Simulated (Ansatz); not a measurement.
## What a change does: single-point calculation on MgO

System: MgO (2 atoms in the cell).
Method of run 1: DFT PBE, scalar-relativistic, plane waves, PAW, no spin polarisation (Ansatz 0.2.0).

The structure was built on a prototype by a generator; it need not be a known phase. Text and figures count atoms from 1; the logs count them from 0 in places.

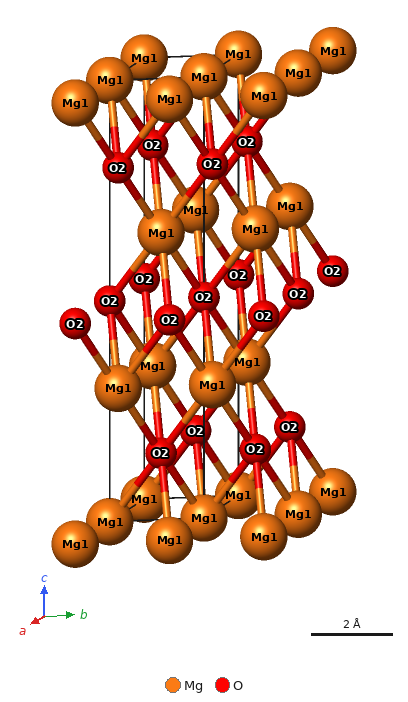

Figure 1. The input geometry (ball-and-stick view of the cell 3 times as large as that of the calculation, set on its symmetry axes, repeated 2 × 2 × 1, seen slightly off an axis; atoms are numbered from 1 in the order of the input).

## Input, run 1
```yaml
crystal:
  lattice:
    - [1.1811496351, 0.6819370598, 3.7621803193]
    - [-1.1811496351, 0.6819370598, 3.7621803193]
    - [0.0, -1.3638741196, 3.7621803193]
  atoms:
    - { symbol: Mg, position: [0.0, 0.0, 0.0] }
    - { symbol: O, position: [0.5, 0.5, 0.5] }
basis:
  ecutwfc: 420
kpoints:
  mp_grid: { grid: [12, 12, 12] }
hamiltonian:
  xc: pbe
scf:
  occupations: { method: gaussian, width: 0.1 }
  lower_state_search: "off"
output:
  forces: true
  stress: true
  eigenvalues: true
```

Command:
```bash
ansatz run input.yaml --threads 1 --pin off --max-ram 2560MiB --backend cpu --events-out ev --progress --plain --runs-dir out
```

Hardware: 1 thread of Intel Xeon @ 2.50GHz (Skylake/Cascade Lake), 192 GiB of memory available, shared host.

## Output, shortened to warnings, some set-up lines, iterations and results (run 1)
```
Basis set: ecut = 420 eV, 349 PW (Γ), FFT grids on a1−a3, a2−a3, a3, exchange–correlation on 32×32×54 points (8 copies of the dense FFT grid, shifted against one another)
Symmetry: 12 space group operations
k-points: 189 of 1728
Initial density: superposition of atomic densities (neutral atoms: chi_scale 0, normalization atom), corrected by the library's trained network
[...]
SCF iter   1: F=—  HF=-2487.737973 eV  |F-HF|=—  |Δ(HF+E_count)|=         —  Δρ=1.16e-2  dr2=3.74e-2  ethr=1.77e-3  ⟨swp⟩=5.3  Hψ=13448  notcnv=0
SCF iter   2: F=—  HF=-2487.735741 eV  |F-HF|=—  |Δ(HF+E_count)|=   2.23e-3  Δρ=7.95e-3  dr2=2.00e-2  ethr=2.33e-4  ⟨swp⟩=1.0  Hψ=3780  notcnv=0
SCF iter   3: F=—  HF=-2487.733428 eV  |F-HF|=—  |Δ(HF+E_count)|=   2.31e-3  Δρ=1.79e-3  dr2=2.20e-4  ethr=1.25e-4  ⟨swp⟩=1.0  Hψ=2261  notcnv=0
SCF iter   4: F=—  HF=-2487.733429 eV  |F-HF|=—  |Δ(HF+E_count)|=   9.18e-7  Δρ=4.61e-4  dr2=1.39e-5  ethr=1.37e-6  ⟨swp⟩=2.3  Hψ=3603  notcnv=0
SCF iter   5: F=—  HF=-2487.733423 eV  |F-HF|=—  |Δ(HF+E_count)|=   5.77e-6  Δρ=6.87e-5  dr2=3.95e-7  ethr=8.66e-8  ⟨swp⟩=2.0  Hψ=3317  notcnv=0
SCF iter   6: F=-2487.733423 eV  HF=-2487.733423 eV  |F-HF|=1.02e-7  |Δ(HF+E_count)|=   9.86e-9  Δρ=2.39e-5  dr2=9.95e-8  ethr=6.25e-10  ⟨swp⟩=6.4  Hψ=11074  notcnv=0
SCF 1 converged in 6 iterations: F = -2487.733423 eV  dr2 = 9.95e-8
SCF converged after 6 iterations
Free energy (F): -2487.733423 eV
Harris-Foulkes:  -2487.733423 eV  (|F-HF|=1.02e-7)
Internal energy: -2487.724132 eV  (E = F + TS)
E sigma→0 (E₀):  -2487.728777 eV
Entropy (-TS):   -0.009291 eV (-4.645 meV/atom)
Fermi energy:    11.443350 eV
--- Per-component energies (eV) ---
  E_band       = -288.705853
  E_kinetic    = 253.739231
  E_local      = -1559.265585  (includes V_loc(G=0)·N_el)
  E_nonlocal   = 144.875855
  E_hartree    = 533.061616
  E_xc         = -104.524206
  E_vxc        = -133.967248  (∫ρ·V_xc dr)
  E_paw        = -448.498142  (= ΣΔE_a)
  E_vpaw       = -60.207435  (= ΣTr[D̂ρ^β])
  E_aug_tail   = 0.002352  (compensation charges beyond the density's cutoff)
  E_ewald      = -1307.115252
  E_smearing   = -0.009291  (= −TS)
  E_closure    = 0.000000  (closes the sum)
  Σ components = -2487.733423   (vs F -2487.733423, Δ=0.00e0)
--- Forces (eV/Å), atoms counted from 1 ---
  atom   1  Mg     0.00000000     0.00000000     0.00000000
  atom   2  O     -0.00000000     0.00000000     0.00000000
  max |Σ_I F_I| component: 1.31e-29 eV/Å
--- Stress (GPa, compression-positive) ---
      106.988985      -0.000000      -0.000000
       -0.000000     106.988985       0.000000
       -0.000000       0.000000     -79.648400
  P = ⅓ Tr σ = 44.7765 GPa (447.765 kbar)
```

The input of run 2 differs as follows (lines with − go, lines with + come):
```diff
-    - { symbol: O, position: [0.5, 0.5, 0.5] }
+    - { symbol: O, position: [0.5, 0.5, 0.5], spin: 1.0 }
+  populations: true
+magnetization:
+  spin_polarized: true
```

What does this change do to the results?

With the same functional and potentials, run 2 lies 1.3 meV per atom lower. With spin allowed, the absolute moment of the cell comes to 0.16 μB. The SCF takes 30 iterations against 6. On the same kind of shared host run 2 took about 4.4 times as long. The two runs start from different initial densities, which also moves the count.

## Output, shortened to warnings, some set-up lines, iterations and results (run 2)
```
Basis set: ecut = 420 eV, 349 PW (Γ), FFT grids on a1−a3, a2−a3, a3, exchange–correlation on 32×32×54 points (8 copies of the dense FFT grid, shifted against one another)
Symmetry: 12 space group operations
k-points: 189 of 1728
Initial density: superposition of atomic densities (chi_scale 0.1, normalization cell, long waves kept (reshape's long-wave potential 0.05 eV rms))
[...]
SCF iter   1: F=—  HF=-2489.198469 eV  |F-HF|=—  |Δ(HF+E_count)|=         —  Δρ=1.04e-1 (↑1.04e-1 ↓7.77e-2)  dr2=8.90e0  dr2_m=7.10e-2  M=0.686 μB ∫|m|=0.699 μB  β_m=0.30  …
SCF iter   2: F=—  HF=-2487.931512 eV  |F-HF|=—  |Δ(HF+E_count)|=    1.27e0  Δρ=4.08e-2 (↑4.08e-2 ↓2.99e-2)  dr2=1.32e0  dr2_m=3.83e-2  M=0.694 μB ∫|m|=0.730 μB  β_m=0.30  …
SCF iter   3: F=—  HF=-2487.709911 eV  |F-HF|=—  |Δ(HF+E_count)|=   2.22e-1  Δρ=2.28e-2 (↑2.28e-2 ↓2.19e-2)  dr2=1.32e-1  dr2_m=3.35e-2  M=0.602 μB ∫|m|=0.640 μB  β_m=0.30  …
SCF iter   4: F=—  HF=-2487.699961 eV  |F-HF|=—  |Δ(HF+E_count)|=   9.95e-3  Δρ=1.43e-2 (↑1.43e-2 ↓1.35e-2)  dr2=9.69e-3  dr2_m=2.89e-2  M=0.559 μB ∫|m|=0.592 μB  β_m=0.30  …
SCF iter   5: F=—  HF=-2487.707395 eV  |F-HF|=—  |Δ(HF+E_count)|=   7.43e-3  Δρ=1.12e-2 (↑1.12e-2 ↓9.16e-3)  dr2=2.63e-3  dr2_m=1.59e-2  M=0.557 μB ∫|m|=0.587 μB  β_m=0.30  …
[... 21 lines ...]
SCF iter  27: F=—  HF=-2487.736112 eV  |F-HF|=—  |Δ(HF+E_count)|=   4.09e-5  Δρ=7.56e-5 (↑4.58e-5 ↓7.56e-5)  dr2=4.17e-7  dr2_m=5.90e-7  M=0.152 μB ∫|m|=0.156 μB  β_m=0.92  …
SCF iter  28: F=-2487.736112 eV  HF=-2487.736112 eV  |F-HF|=5.90e-9  |Δ(HF+E_count)|=   3.75e-7  Δρ=1.27e-5 (↑8.38e-6 ↓1.27e-5)  dr2=1.38e-8  dr2_m=1.75e-8  M=0.152 μB …
SCF iter  29: F=-2487.736112 eV  HF=-2487.736112 eV  |F-HF|=9.94e-10  |Δ(HF+E_count)|=   1.10e-8  Δρ=1.87e-6 (↑1.87e-6 ↓4.60e-7)  dr2=1.19e-9  dr2_m=9.88e-11  M=0.152 μB …
SCF iter  30: F=-2487.736112 eV  HF=-2487.736112 eV  |F-HF|=2.73e-12  |Δ(HF+E_count)|=  1.13e-10  Δρ=1.45e-7 (↑1.33e-7 ↓1.45e-7)  dr2=9.37e-12  dr2_m=1.63e-12  M=0.152 μB …
SCF 1 converged in 30 iterations: F = -2487.736112 eV  dr2 = 9.37e-12
SCF converged after 30 iterations
Magnetization: 0.1516 μB (8.0758 up, 7.9242 down)
Absolute magnetization: 0.1557 μB (∫|ρ↑−ρ↓|, with the PAW one-centre terms)
Spin contamination: 0.0027 ħ² per cell (⟨S²⟩ above its minimum at these occupations)
Per-site moments (μB) at R_I (Å): [(0.0031844225211435334, 0.95844379906924), (0.14408762514157714, 0.95844379906924)]
Free energy (F): -2487.736112 eV
Harris-Foulkes:  -2487.736112 eV  (|F-HF|=2.73e-12)
Internal energy: -2487.732189 eV  (E = F + TS)
E sigma→0 (E₀):  -2487.734151 eV
Entropy (-TS):   -0.003924 eV (-1.962 meV/atom)
Fermi energy:    11.435576 eV
--- Per-component energies (eV) ---
  E_band       = -288.717643
  E_kinetic    = 253.744379
  E_local      = -1559.258133  (includes V_loc(G=0)·N_el)
  E_nonlocal   = 144.877481
  E_hartree    = 533.054507
  E_xc         = -104.528881
  E_vxc        = -133.973438  (∫ρ·V_xc dr)
  E_paw        = -448.508642  (= ΣΔE_a)
  E_vpaw       = -60.219298  (= ΣTr[D̂ρ^β])
  E_aug_tail   = 0.002352  (compensation charges beyond the density's cutoff)
  E_ewald      = -1307.115252
  E_smearing   = -0.003924  (= −TS)
  E_closure    = -0.000000  (closes the sum)
  Σ components = -2487.736112   (vs F -2487.736112, Δ=0.00e0)
--- Forces (eV/Å), atoms counted from 1 ---
  atom   1  Mg     0.00000000    -0.00000000     0.00000000
  atom   2  O     -0.00000000    -0.00000000     0.00000000
  max |Σ_I F_I| component: 1.37e-29 eV/Å
--- Stress (GPa, compression-positive) ---
      107.228855      -0.000000      -0.000000
       -0.000000     107.228855       0.000000
       -0.000000       0.000000     -80.111831
  P = ⅓ Tr σ = 44.7820 GPa (447.820 kbar)
--- Löwdin populations: 2 sites ---
  site symbol       q [e]    m [muB]
     0     Mg      8.8107     0.0064
     1      O      6.9697     0.1471
  spilling = 0.013724 (of n_electrons = 16.000000)
```

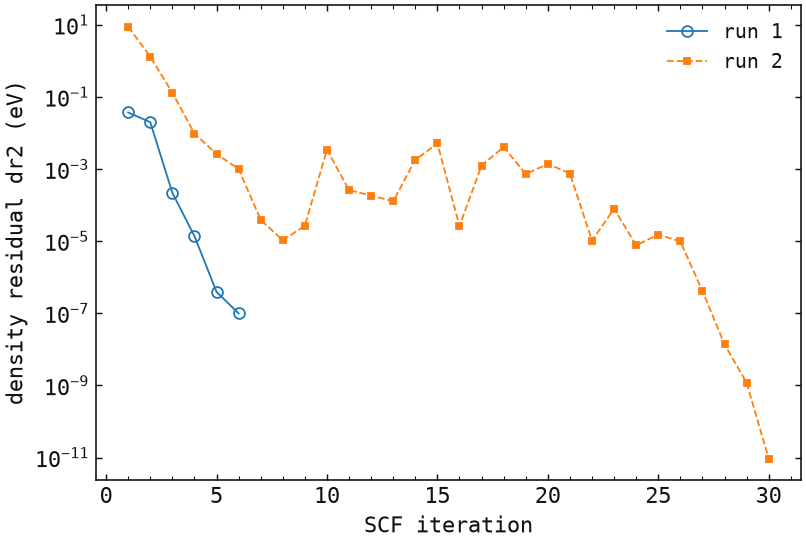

Figure 2. Convergence of the two runs: density residual dr2 against the SCF iteration. Run 1 takes 6 iterations in all, and run 2 takes 30.

## The two runs side by side

| quantity | run 1 | run 2 |
| --- | --- | --- |
| outcome | converged | converged |
| free energy per atom (eV) | −1243.8667 | −1243.8681 |
| energy per atom, smearing taken to zero (eV) | −1243.8644 | −1243.8671 |
| gap on the mesh (eV) | 0.00 | 0.00 |
| pressure (GPa) | 44.78 | 44.78 |
| largest force (eV/Å) | 0.000 | 0.000 |
| SCF iterations | 6 | 30 |
| irreducible k-points | 189 | 189 |
| plane waves at Γ | 349 | 349 |
| net moment of the cell (μB) | – | 0.15 |
| absolute moment of the cell (μB) | – | 0.16 |
| wall time (shared host) | 4.4 s | 19 s |
